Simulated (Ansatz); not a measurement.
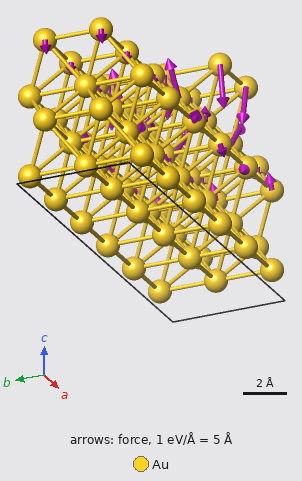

Starting geometry of a slab of composition Au (cut from the Fm-3m phase) with the computed forces as purple arrows. A ball-and-stick model of the 1 × 2 repeat of the cell, outlined in the plane, without the vacuum (origin shifted), seen from a free direction.

Case: stripe over 2 of 6 cells, two steps. 12 atoms are held fixed.

Computed with DFT PBE, scalar-relativistic, plane waves, PAW (Ansatz 0.2.0).

Input file:
```yaml
crystal:
  lattice:
    - [17.6413806808, 0.0, 0.0]
    - [0.0, 2.9402301135, 0.0]
    - [0.0, 0.0, 20.3162266059]
  atoms:
    - { symbol: Au, position: [0.0, 0.0, 0.0738326082] }
    - { symbol: Au, position: [0.0833333333, 0.5, 0.1761673918] }
    - { symbol: Au, position: [0.1666666667, 1.0, 0.0738326082] }
    - { symbol: Au, position: [0.25, 0.5, 0.1761673918] }
    - { symbol: Au, position: [0.3333333333, 1.0, 0.0738326082] }
    - { symbol: Au, position: [0.4166666667, 0.5, 0.1761673918] }
    - { symbol: Au, position: [0.5, 1.0, 0.0738326082] }
    - { symbol: Au, position: [0.5833333333, 0.5, 0.1761673918] }
    - { symbol: Au, position: [0.6666666667, 1.0, 0.0738326082] }
    - { symbol: Au, position: [0.75, 0.5, 0.1761673918] }
    - { symbol: Au, position: [0.8333333333, 1.0, 0.0738326082] }
    - { symbol: Au, position: [0.9166666667, 0.5, 0.1761673918] }
    - { symbol: Au, position: [0.0, 0.0, 0.2785021753] }
    - { symbol: Au, position: [0.0833333333, 0.5, 0.3808369588] }
    - { symbol: Au, position: [0.1666666667, 1.0, 0.2785021753] }
    - { symbol: Au, position: [0.25, 0.5, 0.3808369588] }
    - { symbol: Au, position: [0.3333333333, 1.0, 0.2785021753] }
    - { symbol: Au, position: [0.4166666667, 0.5, 0.3808369588] }
    - { symbol: Au, position: [0.5, 1.0, 0.2785021753] }
    - { symbol: Au, position: [0.5833333333, 0.5, 0.3808369588] }
    - { symbol: Au, position: [0.6666666667, 1.0, 0.2785021753] }
    - { symbol: Au, position: [0.75, 0.5, 0.3808369588] }
    - { symbol: Au, position: [0.8333333333, 1.0, 0.2785021753] }
    - { symbol: Au, position: [0.9166666667, 0.5, 0.3808369588] }
    - { symbol: Au, position: [0.0, 0.0, 0.4831717423] }
    - { symbol: Au, position: [0.1666666667, 1.0, 0.4831717423] }
basis:
  ecutwfc: 420
kpoints:
  mp_grid: { grid: [2, 12, 1] }
hamiltonian:
  xc: pbe
scf:
  occupations: { method: gaussian, width: 0.1 }
output:
  forces: true
  eigenvalues: true
  populations: true
  write_density: true
  write_potential: true
  elf: true
  volumetric_format: npy
relax:
  adjacent_minimum: "off"
  f_tol: 0.02
  max_steps: 45
  constraints: [{ sites: [0, 1, 2, 3, 4, 5, 6, 7, 8, 9, 10, 11] }]
efield:
  axis: 3
  dipole_correction: true
  ramp_width: 0.04
```

Launched with:
```bash
ansatz run input.yaml --threads 4 --pin off --max-ram 11264MiB --backend cpu --events-out ev --progress --plain --runs-dir out
```

Q: Is this structure relaxed? If not, where do the atoms go?

A: It isn't relaxed: the largest force vector, on Au atoms, is 0.44 eV/Å. The final displacements follow the starting forces only in part (cosine between the two patterns 0.76). The largest moves, 0.25 Å, are those of Au16 and Au24. Au24 goes at 61° to the normal (+c side). The cell doesn't change. Some distances before and after: Au14–Au16 2.940 → 3.175 Å, Au13–Au24 2.940 → 3.140 Å, Au16–Au18 2.940 → 2.825 Å, Au18–Au20 2.940 → 2.837 Å. The energy falls by 0.195 eV per cell of the calculation in 3 geometry steps. Largest force component: 0.43 eV/Å at the start, 0.0087 eV/Å at the end. The run took 6.2 min on 4 threads of Intel(R) Xeon(R) 6975P-C (Granite Rapids), with other jobs on the host, peak memory 6.7 GiB.
